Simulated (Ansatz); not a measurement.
**Si: a changed input and its effect**

System: Si (C2/m, 2 atoms in the cell).
Method of run A: DFT LDA, scalar-relativistic, plane waves, PAW, no spin polarisation (Ansatz 0.2.0).

The structure derives from a Materials Project entry. Text and figures count atoms from 1; the logs count them from 0 in places.

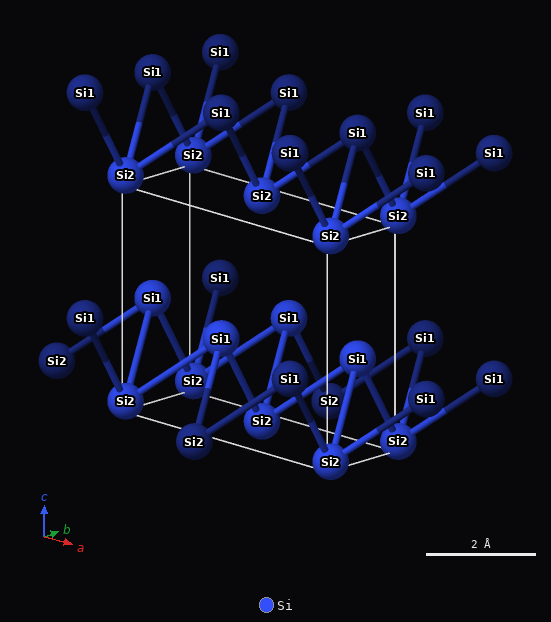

Fig. 1: The input geometry (ball-and-stick view of the cell 2 times as large as that of the calculation, set on its symmetry axes, seen slightly off an axis; neighbours outside the cell are drawn fainter; atoms are numbered from 1 in the order of the input). An atom can appear more than once, as a periodic image. Near neighbours in the periodic cell (some may lie outside the picture): Si has 3 Si at 2.28 to 2.37 Å.

**The input, run A**
```yaml
crystal:
  lattice:
    - [-1.6356629409, -1.6356629409, 1.3048122898]
    - [-1.6356629409, 1.6356629409, 1.3048122898]
    - [-3.2713258818, 0.0, -2.6096245796]
  atoms:
    - { symbol: Si, position: [0.4833327794, 0.4833327794, 0.5486493715] }
    - { symbol: Si, position: [0.0166672206, 0.0166672206, -0.0486493715] }
basis:
  ecutwfc: 420
kpoints:
  mp_grid: { grid: [24, 24, 14] }
hamiltonian:
  xc: lda
scf:
  occupations: { method: gaussian, width: 0.15 }
output:
  forces: true
  stress: true
  eigenvalues: true
```

Launched with:
```bash
ansatz run input.yaml --threads 2 --pin off --max-ram 5120MiB --backend cpu --events-out ev --progress --plain --runs-dir out
```

Hardware: 2 threads of Arm Neoverse V2, 24 GiB of memory available, shared host.

**Output, shortened to warnings, some set-up lines, iterations and results (run A)**
```
Basis set: ecut = 420 eV, 543 PW (Γ)
Symmetry: 4 space group operations
k-points: 2114 of 8064
Initial density: superposition of atomic densities (neutral atoms: chi_scale 0, normalization atom), corrected by the library's trained network
[...]
SCF iter   1: F=—  HF=-1216.072519 eV  |F-HF|=—  |Δ(HF+E_count)|=         —  Δρ=4.46e-3  dr2=4.67e-3  ethr=1.77e-3  ⟨swp⟩=5.0  Hψ=133481  notcnv=0
SCF iter   2: F=—  HF=-1216.071536 eV  |F-HF|=—  |Δ(HF+E_count)|=   9.83e-4  Δρ=2.58e-3  dr2=1.54e-3  ethr=5.84e-5  ⟨swp⟩=1.0  Hψ=33827  notcnv=0
SCF iter   3: F=—  HF=-1216.070995 eV  |F-HF|=—  |Δ(HF+E_count)|=   5.40e-4  Δρ=3.62e-4  dr2=1.16e-4  ethr=1.93e-5  ⟨swp⟩=2.0  Hψ=25005  notcnv=0
SCF iter   4: F=—  HF=-1216.070959 eV  |F-HF|=—  |Δ(HF+E_count)|=   3.60e-5  Δρ=8.47e-5  dr2=7.96e-7  ethr=1.44e-6  ⟨swp⟩=2.3  Hψ=22273  notcnv=0
SCF iter   5: F=—  HF=-1216.070960 eV  |F-HF|=—  |Δ(HF+E_count)|=   1.48e-7  Δρ=1.94e-5  dr2=1.96e-7  ethr=9.95e-9  ⟨swp⟩=2.0  Hψ=24877  notcnv=0
SCF iter   6: F=-1216.070959 eV  HF=-1216.070959 eV  |F-HF|=3.51e-9  |Δ(HF+E_count)|=   4.85e-8  Δρ=2.94e-6  dr2=4.73e-9  ethr=1.25e-9  ⟨swp⟩=5.0  Hψ=71358  notcnv=0
SCF 1 converged in 6 iterations: F = -1216.070959 eV  dr2 = 4.73e-9
SCF converged after 6 iterations
Free energy (F): -1216.070959 eV
Harris-Foulkes:  -1216.070959 eV  (|F-HF|=3.51e-9)
Internal energy: -1216.061472 eV  (E = F + TS)
E sigma→0 (E₀):  -1216.066216 eV
Entropy (-TS):   -0.009487 eV (-4.744 meV/atom)
Fermi energy:    10.875195 eV
--- Per-component energies (eV) ---
  E_band       = 39.231281
  E_kinetic    = 86.822812
  E_local      = -9.018835  (includes V_loc(G=0)·N_el)
  E_nonlocal   = 54.140202
  E_hartree    = 5.474163
  E_xc         = -113.065790
  E_vxc        = -98.616588  (∫ρ·V_xc dr)
  E_paw        = -971.533997  (= ΣΔE_a)
  E_vpaw       = -5.044426  (= ΣTr[D̂ρ^β])
  E_aug_tail   = 0.000013  (compensation charges beyond the density's cutoff)
  E_ewald      = -269.048702
  E_core_change = 0.168661  (= ΣΔE_core)
  E_smearing   = -0.009487  (= −TS)
  E_closure    = -0.000000  (closes the sum)
  Σ components = -1216.070959   (vs F -1216.070959, Δ=0.00e0)
--- Forces (eV/Å), atoms counted from 1 ---
  atom   1  Si     1.17780503     0.00000000     2.28382775
  atom   2  Si    -1.17780503     0.00000000    -2.28382775
  max |Σ_I F_I| component: 0.00e0 eV/Å
--- Stress (GPa, compression-positive) ---
        8.070754       0.000000      -0.517319
        0.000000       8.071028       0.000000
       -0.517319       0.000000      17.370354
  P = ⅓ Tr σ = 11.1707 GPa (111.707 kbar)
```

For run B the input was changed thus:
```diff
-    - { symbol: Si, position: [0.4833327794, 0.4833327794, 0.5486493715] }
-    - { symbol: Si, position: [0.0166672206, 0.0166672206, -0.0486493715] }
+    - { symbol: Si, position: [0.4916663897, 0.4916663897, 0.5243246857] }
+    - { symbol: Si, position: [0.0083336103, 0.0083336103, -0.0243246857] }
```

What does this change do to the results?

With the same functional and potentials, run B lies 172.5 meV per atom lower. The pressure goes from 11.17 to 2.65 GPa. The largest force goes from 2.570 to 1.028 eV/Å. The number of SCF iterations is the same.

**Output, shortened to warnings, some set-up lines, iterations and results (run B)**
```
Basis set: ecut = 420 eV, 543 PW (Γ)
Symmetry: 4 space group operations
k-points: 2114 of 8064
Initial density: superposition of atomic densities (neutral atoms: chi_scale 0, normalization atom), corrected by the library's trained network
[...]
SCF iter   1: F=—  HF=-1216.417645 eV  |F-HF|=—  |Δ(HF+E_count)|=         —  Δρ=4.13e-3  dr2=3.92e-3  ethr=1.77e-3  ⟨swp⟩=5.0  Hψ=127800  notcnv=0
SCF iter   2: F=—  HF=-1216.416603 eV  |F-HF|=—  |Δ(HF+E_count)|=   1.04e-3  Δρ=2.40e-3  dr2=1.34e-3  ethr=4.90e-5  ⟨swp⟩=1.0  Hψ=33845  notcnv=0
SCF iter   3: F=—  HF=-1216.416074 eV  |F-HF|=—  |Δ(HF+E_count)|=   5.29e-4  Δρ=3.13e-4  dr2=9.20e-5  ethr=1.67e-5  ⟨swp⟩=2.0  Hψ=24946  notcnv=0
SCF iter   4: F=—  HF=-1216.416046 eV  |F-HF|=—  |Δ(HF+E_count)|=   2.81e-5  Δρ=7.47e-5  dr2=7.82e-7  ethr=1.15e-6  ⟨swp⟩=2.2  Hψ=22092  notcnv=0
SCF iter   5: F=—  HF=-1216.416045 eV  |F-HF|=—  |Δ(HF+E_count)|=   8.02e-7  Δρ=1.95e-5  dr2=2.96e-7  ethr=9.77e-9  ⟨swp⟩=2.0  Hψ=24723  notcnv=0
SCF iter   6: F=-1216.416045 eV  HF=-1216.416045 eV  |F-HF|=9.32e-11  |Δ(HF+E_count)|=   9.14e-8  Δρ=1.27e-6  dr2=3.34e-10  ethr=1.25e-9  ⟨swp⟩=3.6  Hψ=66043  notcnv=0
SCF 1 converged in 6 iterations: F = -1216.416045 eV  dr2 = 3.34e-10
SCF converged after 6 iterations
Free energy (F): -1216.416045 eV
Harris-Foulkes:  -1216.416045 eV  (|F-HF|=9.32e-11)
Internal energy: -1216.406653 eV  (E = F + TS)
E sigma→0 (E₀):  -1216.411349 eV
Entropy (-TS):   -0.009392 eV (-4.696 meV/atom)
Fermi energy:    10.924639 eV
--- Per-component energies (eV) ---
  E_band       = 40.688622
  E_kinetic    = 84.967162
  E_local      = 0.756988  (includes V_loc(G=0)·N_el)
  E_nonlocal   = 53.258439
  E_hartree    = 2.200096
  E_xc         = -112.458492
  E_vxc        = -97.876933  (∫ρ·V_xc dr)
  E_paw        = -971.263624  (= ΣΔE_a)
  E_vpaw       = -4.817213  (= ΣTr[D̂ρ^β])
  E_aug_tail   = 0.000013  (compensation charges beyond the density's cutoff)
  E_ewald      = -274.035896
  E_core_change = 0.168661  (= ΣΔE_core)
  E_smearing   = -0.009392  (= −TS)
  E_closure    = -0.000000  (closes the sum)
  Σ components = -1216.416045   (vs F -1216.416045, Δ=0.00e0)
--- Forces (eV/Å), atoms counted from 1 ---
  atom   1  Si     0.51579172     0.00000000     0.88926783
  atom   2  Si    -0.51579172     0.00000000    -0.88926783
  max |Σ_I F_I| component: 1.11e-16 eV/Å
--- Stress (GPa, compression-positive) ---
        2.085405       0.000000       0.028398
        0.000000       1.634590       0.000000
        0.028398       0.000000       4.242654
  P = ⅓ Tr σ = 2.6542 GPa (26.542 kbar)
```

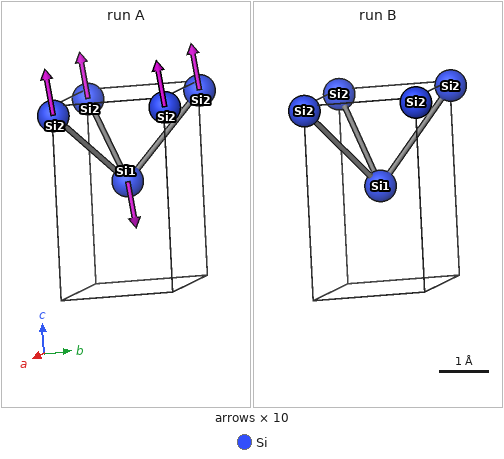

Fig. 2: The two input geometries at one scale (ball-and-stick view of the cell of the calculation, seen slightly off an axis). The pink arrows on the first give the shifts of the atoms relative to the cell, with their mean removed, magnified 10 times. The largest moves, 0.10 Å, are those of Si1 and Si2. (The mean shift of all atoms is removed.) The cell doesn't change. Among the contacts that change: Si1–Si2 2.278 → 2.441 Å.

**The two runs side by side**

| quantity | run A | run B |
| --- | --- | --- |
| outcome | converged | converged |
| free energy per atom (eV) | −608.0355 | −608.2080 |
| energy per atom, smearing taken to zero (eV) | −608.0331 | −608.2057 |
| gap on the mesh (eV) | 0.00 | 0.00 |
| pressure (GPa) | 11.17 | 2.65 |
| largest force (eV/Å) | 2.570 | 1.028 |
| SCF iterations | 6 | 6 |
| irreducible k-points | 2114 | 2114 |
| plane waves at Γ | 543 | 543 |
| wall time (shared host) | 11 s | 11 s |
